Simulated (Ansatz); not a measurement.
# Single-point calculation, with input and output: NiSi (part 2 of 2)

Continued. System: NiSi (P2₁3, 8 atoms in the cell). Method: DFT r2SCAN, scalar-relativistic, plane waves, PAW, spin-polarised (Ansatz 0.2.0); cutoff 500 eV, 4×4×4 k-mesh, Gaussian smearing of 0.1 eV, collinear spins. The structure derives from an entry of the Crystallography Open Database.

Geometry of the input (Å; fractional positions):
```
4.4968  0.0000  0.0000
0.0000  4.4968  0.0000
0.0000  0.0000  4.4968
Si 0.8601  0.8601  0.8601
Si 0.6399  0.1399  0.3601
Si 0.3601  0.6399  0.1399
Si 0.1399  0.3601  0.6399
Ni 0.1470  0.1470  0.1470
Ni 0.3530  0.8530  0.6470
Ni 0.6470  0.3530  0.8530
Ni 0.8530  0.6470  0.3530
```

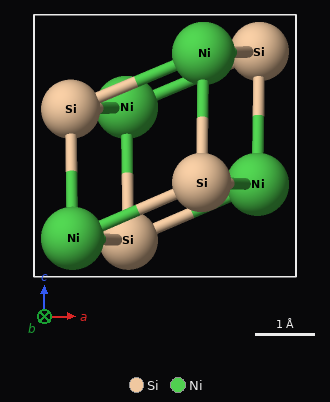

Figure 1. The input geometry (ball-and-stick view of the cell of the calculation, along the b axis). An atom can appear more than once, as a periodic image.

## Output, continued
```
SCF iter   1: F=-25931.508607 eV  HF=-25938.198564 eV  |F-HF|=6.69e0  |Δ(HF+E_count)|=         —  Δρ=1.99e-1 (↑8.52e-2 ↓1.99e-1)  dr2=1.24e1  dr2_τ=1.96e-1  dr2_m=1.63e1  M=1.342 μB ∫|m|=2.529 μB  β_m=0.30  ethr=3.10e-3  ⟨swp⟩=7.5  Hψ=5234  notcnv=0  defer=7
preconditioner: auto → Resta (q_TF=auto, 2.713 Å⁻¹)  ε∞=9.8  [insulator: Δε(μ)=0.280 eV  Ē_g=9.844 eV  σ=0.100 eV  W_gap=0.51  n_scr=26 (ndim 8)  ℏωp=29.1 eV  f_vac=0.000  D(μ)=1.00/eV (n_scr^D=6)  ε∞_Penn≈9.8]
spin=Collinear: Resta preconditioning applied to the charge; magnetization (m = ρ↑ − ρ↓) channel mixes plain (no charge-response kernel on spin).
SCF iter   2: F=-25938.904103 eV  HF=-25937.268629 eV  |F-HF|=1.64e0  |Δ(HF+E_count)|=   9.30e-1  Δρ=1.34e-1 (↑1.34e-1 ↓1.21e-1)  dr2=9.36e-1  dr2_τ=4.80e-2  dr2_m=1.34e1  M=1.762 μB ∫|m|=3.169 μB  β_m=0.39  ethr=3.10e-3  ⟨swp⟩=3.2  Hψ=2478  notcnv=0  defer=154
Mixer restart at iter 2: flushing history
preconditioner: auto → Kerker (q_TF=auto, 2.713 Å⁻¹)  [metal: Δε(μ)=0.059 eV  Ē_g=9.361 eV  σ=0.100 eV  W_gap=0.32  n_scr=26 (ndim 8)  ℏωp=29.1 eV  f_vac=0.000  D(μ)=4.05/eV (n_scr^D=32)]
spin=Collinear: Kerker preconditioning applied to the charge; magnetization (m = ρ↑ − ρ↓) channel mixes plain (no charge-response kernel on spin).
spin-set hold released at iteration 2 (the charge has settled, or the pull on large starting moments outlasts its swing): the magnetisation degrees of freedom join the quasi-Newton model from the next iteration; the mixer history was flushed
SCF iter   3: F=-25939.055624 eV  HF=-25938.366318 eV  |F-HF|=6.89e-1  |Δ(HF+E_count)|=    1.10e0  Δρ=1.04e-1 (↑8.19e-2 ↓1.04e-1)  dr2=1.31e0  dr2_τ=2.84e-2  dr2_m=7.04e0  M=1.331 μB ∫|m|=2.617 μB  β_m=0.43  ethr=1.06e-3  ⟨swp⟩=2.9  Hψ=2264  notcnv=0  defer=157  κ⁻¹=1.0e0(r=1)
SCF iter   4: F=-25939.729876 eV  HF=-25939.169353 eV  |F-HF|=5.61e-1  |Δ(HF+E_count)|=   8.03e-1  Δρ=3.65e-2 (↑3.65e-2 ↓2.41e-2)  dr2=2.89e-1  dr2_τ=4.91e-3  dr2_m=7.03e-1  M=0.946 μB ∫|m|=1.867 μB  β_m=0.30  ethr=1.06e-3  ⟨swp⟩=2.5  Hψ=1748  notcnv=0  defer=157  κ⁻¹=2.8e-1(r=2)
SCF iter   5: F=-25939.936756 eV  HF=-25939.465419 eV  |F-HF|=4.71e-1  |Δ(HF+E_count)|=   2.96e-1  Δρ=7.58e-3 (↑7.58e-3 ↓4.93e-3)  dr2=8.84e-2  dr2_τ=1.82e-4  dr2_m=1.48e-2  M=0.674 μB ∫|m|=1.303 μB  β_m=0.30  ethr=3.28e-4  ⟨swp⟩=3.0  Hψ=2271  notcnv=0  defer=160  κ⁻¹=2.7e-3(r=3)
SCF iter   6: F=-25940.030386 eV  HF=-25939.978085 eV  |F-HF|=5.23e-2  |Δ(HF+E_count)|=   5.13e-1  Δρ=6.27e-3 (↑6.27e-3 ↓3.45e-3)  dr2=1.21e-2  dr2_τ=1.65e-4  dr2_m=1.79e-2  M=0.425 μB ∫|m|=0.764 μB  β_m=0.30  ethr=1.00e-4  ⟨swp⟩=2.0  Hψ=2482  notcnv=0  defer=160  κ⁻¹=7.5e-4(r=4)
SCF iter   7: F=-25940.040068 eV  HF=-25940.043145 eV  |F-HF|=3.08e-3  |Δ(HF+E_count)|=   6.51e-2  Δρ=5.13e-3 (↑5.13e-3 ↓1.81e-3)  dr2=2.23e-2  dr2_τ=8.01e-5  dr2_m=5.73e-3  M=0.207 μB ∫|m|=0.398 μB  β_m=0.30  ethr=1.38e-5  ⟨swp⟩=2.1  Hψ=2486  notcnv=0  defer=156  κ⁻¹=7.5e-5(r=5)
SCF iter   8: F=-25940.051394 eV  HF=-25940.040563 eV  |F-HF|=1.08e-2  |Δ(HF+E_count)|=   2.58e-3  Δρ=2.54e-3 (↑1.73e-3 ↓2.54e-3)  dr2=2.35e-3  dr2_τ=1.44e-5  dr2_m=3.21e-3  M=0.163 μB ∫|m|=0.312 μB  β_m=1.20  ethr=1.38e-5  ⟨swp⟩=2.0  Hψ=2046  notcnv=0  defer=156  κ⁻¹=6.3e-5(r=6)
SCF iter   9: F=-25940.054146 eV  HF=-25940.052195 eV  |F-HF|=1.95e-3  |Δ(HF+E_count)|=   1.16e-2  Δρ=1.47e-3 (↑1.47e-3 ↓9.12e-4)  dr2=3.30e-3  dr2_τ=4.43e-6  dr2_m=8.63e-5  M=0.104 μB ∫|m|=0.140 μB  β_m=1.20  ethr=2.67e-6  ⟨swp⟩=2.5  Hψ=2286  notcnv=0  defer=156  κ⁻¹=2.1e-5(r=7)
SCF iter  10: F=-25940.055122 eV  HF=-25940.054108 eV  |F-HF|=1.01e-3  |Δ(HF+E_count)|=   1.91e-3  Δρ=9.36e-4 (↑6.60e-4 ↓9.36e-4)  dr2=1.58e-3  dr2_τ=1.52e-6  dr2_m=1.73e-5  M=0.092 μB ∫|m|=0.120 μB  β_m=1.20  ethr=2.67e-6  ⟨swp⟩=1.2  Hψ=1422  notcnv=0  defer=156  κ⁻¹=2.4e-6(r=8)
SCF iter  11: F=-25940.055679 eV  HF=-25940.055115 eV  |F-HF|=5.63e-4  |Δ(HF+E_count)|=   1.01e-3  Δρ=6.95e-4 (↑2.50e-4 ↓6.95e-4)  dr2=5.81e-4  dr2_τ=5.43e-7  dr2_m=4.37e-5  M=0.075 μB ∫|m|=0.096 μB  β_m=1.20  ethr=1.79e-6  ⟨swp⟩=1.3  Hψ=1311  notcnv=0  defer=156  κ⁻¹=3.0e-7(r=8)
SCF iter  12: F=-25940.056038 eV  HF=-25940.055678 eV  |F-HF|=3.59e-4  |Δ(HF+E_count)|=   5.63e-4  Δρ=3.05e-4 (↑8.00e-5 ↓3.05e-4)  dr2=6.55e-5  dr2_τ=9.63e-8  dr2_m=2.48e-5  M=0.053 μB ∫|m|=0.067 μB  β_m=1.20  ethr=6.60e-7  ⟨swp⟩=2.6  Hψ=1848  notcnv=0  defer=156  κ⁻¹=6.7e-7(r=8)
SCF iter  13: F=-25940.056182 eV  HF=-25940.056011 eV  |F-HF|=1.71e-4  |Δ(HF+E_count)|=   3.33e-4  Δρ=1.40e-4 (↑1.40e-4 ↓5.42e-5)  dr2=3.80e-6  dr2_τ=2.08e-8  dr2_m=6.73e-6  M=0.032 μB ∫|m|=0.041 μB  β_m=1.20  ethr=7.45e-8  ⟨swp⟩=2.0  Hψ=2112  notcnv=0  defer=156  κ⁻¹=3.1e-6(r=8)
SCF iter  14: F=-25940.056214 eV  HF=-25940.056158 eV  |F-HF|=5.62e-5  |Δ(HF+E_count)|=   1.47e-4  Δρ=1.27e-4 (↑1.27e-4 ↓3.91e-5)  dr2=5.14e-6  dr2_τ=2.03e-8  dr2_m=5.52e-6  M=0.022 μB ∫|m|=0.028 μB  β_m=1.20  ethr=4.31e-9  ⟨swp⟩=3.0  Hψ=2518  notcnv=0  defer=156  κ⁻¹=3.3e-6(r=8)
SCF iter  15: F=-25940.056229 eV  HF=-25940.056196 eV  |F-HF|=3.28e-5  |Δ(HF+E_count)|=   3.82e-5  Δρ=4.75e-5 (↑4.71e-5 ↓4.75e-5)  dr2=6.39e-8  dr2_τ=3.38e-9  dr2_m=1.83e-6  M=0.015 μB ∫|m|=0.020 μB  β_m=1.20  ethr=1.14e-10  ⟨swp⟩=10.2  Hψ=7441  notcnv=0  κ⁻¹=2.3e-6(r=8)
SCF iter  16: F=-25940.056236 eV  HF=-25940.056221 eV  |F-HF|=1.52e-5  |Δ(HF+E_count)|=   2.48e-5  Δρ=3.61e-5 (↑3.61e-5 ↓3.18e-5)  dr2=5.31e-8  dr2_τ=1.55e-9  dr2_m=9.44e-7  M=0.011 μB ∫|m|=0.013 μB  β_m=1.20  ethr=7.27e-11  ⟨swp⟩=6.0  Hψ=5939  notcnv=0  κ⁻¹=1.8e-7(r=8)
SCF iter  17: F=-25940.056241 eV  HF=-25940.056237 eV  |F-HF|=4.15e-6  |Δ(HF+E_count)|=   1.56e-5  Δρ=2.36e-5 (↑2.36e-5 ↓1.29e-5)  dr2=8.53e-8  dr2_τ=3.96e-10  dr2_m=2.67e-7  M=0.005 μB ∫|m|=0.007 μB  β_m=1.20  ethr=6.03e-11  ⟨swp⟩=6.0  Hψ=5978  notcnv=0  κ⁻¹=1.2e-6(r=8)
SCF iter  18: F=-25940.056242 eV  HF=-25940.056242 eV  |F-HF|=3.21e-7  |Δ(HF+E_count)|=   5.40e-6  Δρ=6.53e-6 (↑5.94e-6 ↓6.53e-6)  dr2=3.86e-9  dr2_τ=6.54e-11  dr2_m=3.13e-8  M=0.002 μB ∫|m|=0.002 μB  β_m=1.20  ethr=6.03e-11  ⟨swp⟩=6.0  Hψ=5896  notcnv=0  κ⁻¹=1.0e-6(r=8)
SCF iter  19: F=-25940.056242 eV  HF=-25940.056242 eV  |F-HF|=3.84e-7  |Δ(HF+E_count)|=   7.10e-8  Δρ=6.05e-6 (↑6.05e-6 ↓4.79e-6)  dr2=1.93e-9  dr2_τ=3.91e-11  dr2_m=2.41e-8  M=0.002 μB ∫|m|=0.002 μB  β_m=1.20  ethr=4.38e-12  ⟨swp⟩=4.0  Hψ=3497  notcnv=0  κ⁻¹=1.0e-6(r=8)
iter 20 did not close the SCF: its close was put off for a magnetic moment that had not settled (scf_convergence_deferred on its scf_iter line)
SCF iter  20: F=-25940.056242 eV  HF=-25940.056242 eV  |F-HF|=8.26e-8  |Δ(HF+E_count)|=   4.24e-7  Δρ=2.56e-6 (↑2.56e-6 ↓1.79e-6)  dr2=7.88e-10  dr2_τ=7.65e-12  dr2_m=3.82e-9  M=0.001 μB ∫|m|=0.001 μB  β_m=1.20  ethr=2.19e-12  ⟨swp⟩=4.3  Hψ=4422  notcnv=0  κ⁻¹=2.2e-6(r=8)
iter 21 did not close the SCF: its close was put off for a magnetic moment that had not settled (scf_convergence_deferred on its scf_iter line)
SCF iter  21: F=-25940.056242 eV  HF=-25940.056242 eV  |F-HF|=7.94e-9  |Δ(HF+E_count)|=   1.02e-7  Δρ=7.00e-7 (↑6.38e-7 ↓7.00e-7)  dr2=1.37e-10  dr2_τ=1.67e-12  dr2_m=3.18e-10  M=0.000 μB ∫|m|=0.000 μB  β_m=1.20  ethr=1.00e-12  ⟨swp⟩=2.0  Hψ=4423  notcnv=0  κ⁻¹=7.5e-6(r=8)
iter 22 did not close the SCF: its close was put off for a magnetic moment that had not settled (scf_convergence_deferred on its scf_iter line)
SCF iter  22: F=-25940.056242 eV  HF=-25940.056242 eV  |F-HF|=4.10e-9  |Δ(HF+E_count)|=   5.58e-9  Δρ=5.78e-7 (↑5.78e-7 ↓4.50e-7)  dr2=6.65e-11  dr2_τ=8.96e-13  dr2_m=1.89e-10  M=-0.000 μB ∫|m|=0.000 μB  β_m=1.11  ethr=1.00e-12  ⟨swp⟩=2.2  Hψ=4711  notcnv=0  κ⁻¹=3.0e-6(r=8)
SCF iter  23: F=-25940.056242 eV  HF=-25940.056242 eV  |F-HF|=8.37e-11  |Δ(HF+E_count)|=   5.40e-9  Δρ=1.11e-7 (↑9.35e-8 ↓1.11e-7)  dr2=1.04e-11  dr2_τ=1.95e-13  dr2_m=2.32e-12  M=0.000 μB ∫|m|=0.000 μB  ethr=1.00e-12  ⟨swp⟩=1.7  Hψ=3568  notcnv=0
WARN: the starting moments were not kept: the SCF closed with an absolute magnetisation of 1.3e-5 μB, where they sum to 8 μB in size (4 sites). That is at most 0.1 of that sum. Measured as dr2_m measures the in/out step, that magnetisation stands 5.7e-11 eV from none, at or under the dr2_threshold of 1.0e-7 eV: it is no larger than a step whose dr2_m would equal this threshold. The system may hold no moment; this SCF shows only that its start led to no more than that. To try another start: raise the starting moments (crystal.atoms[].spin, magnetization.per_species, magnetization.initial_magnetization, or on a non-collinear deck that types none of these the spinor_matrix: blocks that start its atoms; where the total moment is fixed, keep their sum and leave initial_magnetization as it is; typed ones take the place of any that the run laid by itself, positive ones on a crystal's lanthanoids without a Hubbard term where scf.initial_density.shell_occupations: [] is typed) or, if the notice of its spin-set hold's release reads "site moments contracting" or "site moments show no strong build", lengthen the hold (scf.mixing.spin_hold: { on: { confirm: 4 } }; for m-r²SCAN on two components see the key's manual first). Each may lead to a state that holds a moment. A second SCF, from the converged charge density, with the starting moments and any scf.initial_density.shell_occupations laid on it anew, would have followed, and was not run: the deck does not ask for one (magnetization.retry_lost_moments is false, the default). To let it run, set magnetization.retry_lost_moments: true and run the deck again, where that key's refused combinations let it; where memory then withholds it, that run's warning says so.
SCF 1 converged in 23 iterations: F = -25940.056242 eV  dr2 = 1.04e-11
  greatest PAW one-centre occupation: 1.001 electrons in one spin orbital (limit 2), on the Ni atom at site 4 (counted from 0), in its partial waves of l = 1
this state was not tested for a lower state beside it, because the mixer in use, unlike msr1, does not test its closes by its own steps (another_mixer; see scf.mixing.algorithm and scf.lower_state_search)
SCF converged after 23 iterations
Magnetization: 0.0000 μB (44.0000 up, 44.0000 down)
Absolute magnetization: 0.0000 μB (∫|ρ↑−ρ↓|, with the PAW one-centre terms)
Spin contamination: 0.0000 ħ² per cell (⟨S²⟩ above its minimum at these occupations)
Per-site moments (μB) at R_I (Å): [(2.918917357272861e-7, 0.9217576893520268), (2.9189173574735194e-7, 0.9217576893520267), (2.918917357019001e-7, 0.9217576893520267), (2.9189173566245996e-7, 0.9217576893520267), (2.316062743107748e-6, 0.9217576893520268), (2.3160627430290246e-6, 0.9217576893520267), (2.316062743124579e-6, 0.9217576893520267), (2.3160627431544986e-6, 0.9217576893520267)]
Free energy (F): -25940.056242 eV
Harris-Foulkes:  -25940.056242 eV  (|F-HF|=8.37e-11)
Internal energy: -25940.032307 eV  (E = F + TS)
E sigma→0 (E₀):  -25940.044275 eV
Entropy (-TS):   -0.023935 eV (-2.992 meV/atom)
Fermi energy:    16.581807 eV
--- Per-component energies (eV) ---
  E_band       = -1278.550930
  E_kinetic    = 1315.758340
  E_local      = -17348.295114  (includes V_loc(G=0)·N_el)
  E_nonlocal   = 2665.154719
  E_hartree    = 7500.403364
  E_xc         = -529.812620
  E_vxc        = -682.430804  (∫ρ·V_xc dr)
  E_paw        = -8665.864057  (= ΣΔE_a)
  E_vpaw       = -2274.119028  (= ΣTr[D̂ρ^β])
  E_aug_tail   = 0.000906  (compensation charges beyond the density's cutoff)
  E_vtau       = 44.573552  (kinetic-family band-sum trace: ∫τ·v_τ [+ j·A + Jᵃ·Aᵃ] dr)
  E_ewald      = -10875.871840
  E_core_change = -1.506006  (= ΣΔE_core)
  E_smearing   = -0.023935  (= −TS)
  E_closure    = 0.000000  (closes the sum)
  Σ components = -25940.056242   (vs F -25940.056242, Δ=0.00e0)
--- Forces (eV/Å), atoms counted from 1 ---
  atom   1  Si    -0.68041042    -0.68041042    -0.68041042
  atom   2  Si     0.68041042     0.68041042    -0.68041042
  atom   3  Si    -0.68041042     0.68041042     0.68041042
  atom   4  Si     0.68041042    -0.68041042     0.68041042
  atom   5  Ni     0.19079045     0.19079045     0.19079045
  atom   6  Ni    -0.19079045    -0.19079045     0.19079045
  atom   7  Ni     0.19079045    -0.19079045    -0.19079045
  atom   8  Ni    -0.19079045     0.19079045    -0.19079045
  max |Σ_I F_I| component: 3.61e-16 eV/Å
--- Stress (GPa, compression-positive) ---
       -3.088272       0.000000       0.000000
        0.000000      -3.088272       0.000000
        0.000000       0.000000      -3.088272
  P = ⅓ Tr σ = -3.0883 GPa (-30.883 kbar)
--- Band table (eV; the first three rows and the last of 22) ---
  k-point 0 ↑: bands = ["-91.3687", "-91.3634", "-91.3634", "-91.3634", "-50.4667", "-50.4667", "-50.4667", "-50.4454", "-50.2406", "-50.2406", "-50.2406", "-50.2210", "-50.2210", "-50.2135", "-50.2135", "-50.2135", "1.4267", "7.1806", "7.1806", "7.1806", "9.8317", "9.8317", "9.8317", "11.4997", "11.4997", "11.4997", "12.1878", "12.1878", "12.2324", "12.6397", "12.6397", "12.6397", "12.9324", "12.9324", "12.9324", "14.1519", "14.1519", "14.1519", "14.2543", "14.2543", "14.7545", "14.7545", "14.7545", "17.5486", "17.5486", "17.5486", "17.9275", "17.9275", "18.5022", "18.5022", "18.5022", "20.4841", "21.4737", "21.4737", "21.4737", "24.1180", "24.3336", "24.3336"]
  k-point 1 ↑: bands = ["-91.3681", "-91.3648", "-91.3632", "-91.3628", "-50.4694", "-50.4675", "-50.4609", "-50.4477", "-50.2459", "-50.2433", "-50.2321", "-50.2205", "-50.2183", "-50.2159", "-50.2159", "-50.2126", "1.8960", "5.2666", "7.5101", "8.2583", "9.3395", "9.9696", "10.2324", "10.9529", "11.1013", "11.8269", "12.2854", "12.2902", "12.5662", "12.5994", "12.6525", "12.6717", "12.8295", "12.9181", "13.2132", "13.7627", "13.9667", "14.1552", "14.2779", "14.3042", "14.5960", "14.5993", "15.5670", "16.5899", "16.5988", "16.7347", "17.3214", "18.7234", "19.1277", "19.1981", "19.8788", "20.8274", "21.3970", "21.8176", "22.1749", "22.4845", "23.2250", "24.6547"]
  k-point 2 ↑: bands = ["-91.3666", "-91.3666", "-91.3628", "-91.3628", "-50.4691", "-50.4691", "-50.4537", "-50.4537", "-50.2465", "-50.2465", "-50.2232", "-50.2232", "-50.2182", "-50.2182", "-50.2142", "-50.2142", "3.2512", "3.2512", "8.3707", "8.3707", "9.4904", "9.4904", "10.2442", "10.2442", "11.7182", "11.7182", "12.2570", "12.2570", "12.4973", "12.4973", "12.6826", "12.6826", "13.0307", "13.0307", "13.3104", "13.3104", "14.0057", "14.0057", "14.2946", "14.2946", "14.4250", "14.4250", "15.8038", "15.8038", "16.3305", "16.3305", "19.5746", "19.5746", "19.6922", "19.6922", "19.9860", "19.9860", "21.1364", "21.1364", "21.6472", "21.6472", "24.7062", "24.7062"]
  k-point 10 ↓: bands = ["-91.3647", "-91.3647", "-91.3647", "-91.3647", "-50.4616", "-50.4616", "-50.4616", "-50.4616", "-50.2389", "-50.2389", "-50.2389", "-50.2389", "-50.2121", "-50.2121", "-50.2121", "-50.2121", "5.7730", "5.7730", "5.7730", "5.7730", "8.3794", "8.3794", "8.3794", "8.3794", "12.1966", "12.1966", "12.1966", "12.1966", "12.5627", "12.5627", "12.5627", "12.5627", "13.6976", "13.6976", "13.6976", "13.6976", "13.8158", "13.8158", "13.8158", "13.8158", "14.6248", "14.6248", "14.6248", "14.6248", "20.9950", "20.9950", "20.9950", "20.9950", "21.3282", "21.3282", "21.3282", "21.3282", "23.1302", "23.1302", "23.1302", "23.1302", "24.6098", "24.6098"]
--- Löwdin populations: 8 sites ---
  site symbol       q [e]    m [muB]
     0     Si      4.2290     0.0000
     1     Si      4.2290     0.0000
     2     Si      4.2290     0.0000
     3     Si      4.2290     0.0000
     4     Ni     17.4930     0.0000
     5     Ni     17.4930     0.0000
     6     Ni     17.4930     0.0000
     7     Ni     17.4930     0.0000
  spilling = 0.012635 (of n_electrons = 88.000000)
```

## File populations.tsv
```
# site	symbol	l	j	q_up	q_dn
# orbitals = lowdin
# n_electrons = 88.000000
# spilling = 0.012635
0	Si	0_3S	-	0.649657	0.649657
0	Si	1_3P	-	1.464852	1.464852
1	Si	0_3S	-	0.649657	0.649657
1	Si	1_3P	-	1.464852	1.464852
2	Si	0_3S	-	0.649657	0.649657
2	Si	1_3P	-	1.464852	1.464852
3	Si	0_3S	-	0.649657	0.649657
3	Si	1_3P	-	1.464852	1.464852
4	Ni	0_3S	-	0.994004	0.994004
4	Ni	0_4S	-	0.267961	0.267961
4	Ni	1_3P	-	2.997514	2.997514
4	Ni	2_3D	-	4.487030	4.487028
5	Ni	0_3S	-	0.994004	0.994004
5	Ni	0_4S	-	0.267961	0.267961
5	Ni	1_3P	-	2.997514	2.997514
5	Ni	2_3D	-	4.487030	4.487028
6	Ni	0_3S	-	0.994004	0.994004
6	Ni	0_4S	-	0.267961	0.267961
6	Ni	1_3P	-	2.997514	2.997514
6	Ni	2_3D	-	4.487030	4.487028
7	Ni	0_3S	-	0.994004	0.994004
7	Ni	0_4S	-	0.267961	0.267961
7	Ni	1_3P	-	2.997514	2.997514
7	Ni	2_3D	-	4.487030	4.487028
```

## Results in brief

- outcome: converged
- space group (tolerance 0.01 Å): P2₁3 (198)
- electrons treated: 88
- free energy: −25940.0562 eV
- Fermi energy: 16.582 eV
- gap on the k-point mesh: none (metallic)
- net moment of the cell: 0.00 μB
- integrated absolute moment: 0.00 μB
- pressure: −3.09 GPa
- largest force (length of the vector): 1.179 eV/Å
- hardware: 2 threads of Intel Xeon (Sapphire Rapids), 32 GiB of memory available, shared host
- wall time: 38 s (CPU time 70 s)
- peak memory: 0.64 GiB

## Notes

The electronic state found may not be the lowest one. The program warns: some starting moments were not kept; the state was not tested for a lower one.
